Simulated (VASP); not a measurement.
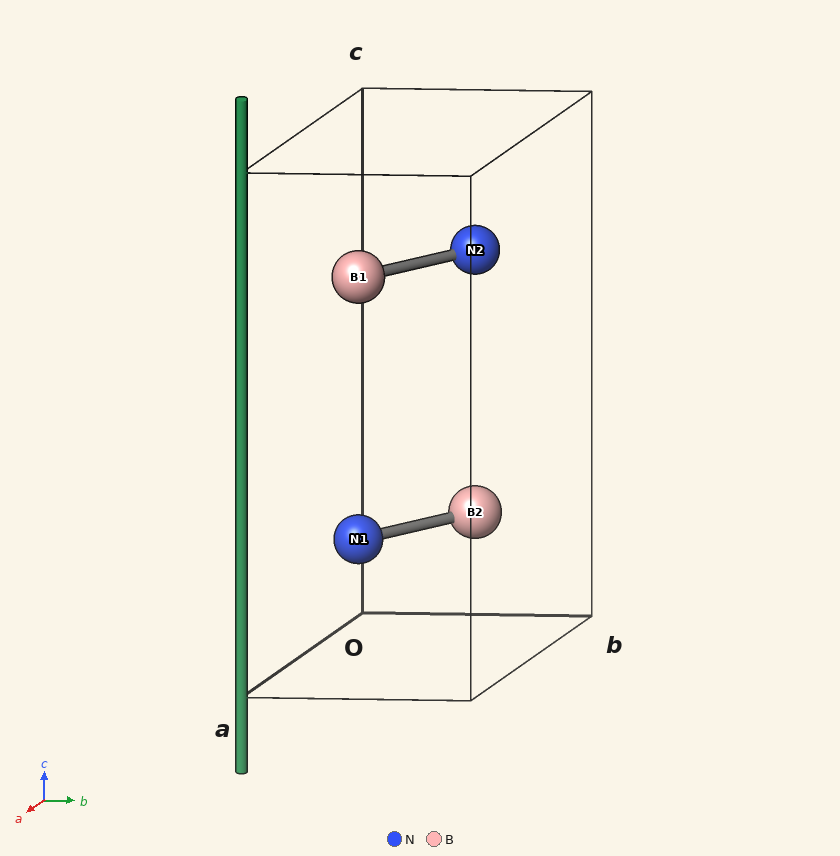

Crystal: BN, the geometry relaxed with VASP 6.6.1, VASP Kohn-Sham DFT of a periodic cell, PBEsol with D3(BJ), VASP PAW PBE potentials, recommended. The coloured rod is the axis of a symmetry operation of the crystal. Geometry calculated from the standardised cell; symmetry tolerance 0.002 Å.

a = 2.501 Å, b = 2.501 Å, c = 6.358 Å, α = 90.00°, β = 90.00°, γ = 120.00°.

```json
{"atom": "N1", "x": "0.6667", "y": "0.3333", "z": "0.2500"}
{"atom": "N2", "x": "0.3333", "y": "0.6667", "z": "0.7500"}
{"atom": "B1", "x": "0.6667", "y": "0.3333", "z": "0.7500"}
{"atom": "B2", "x": "0.3333", "y": "0.6667", "z": "0.2500"}
```

Take the operation x, y, z → x−y, x−1, z+1/2.

What kind of operation is it, and where does it lie?

Answer. It is a 6₃ screw rotation with translation (0, 0, 1/2), about the line along [0 0 1] through (1, 0, 1/2).

Onto which atom does it carry each atom (up to whole multiples of a, b and c)?

Answer. N1 → N2, N2 → N1, B1 → B2, B2 → B1.
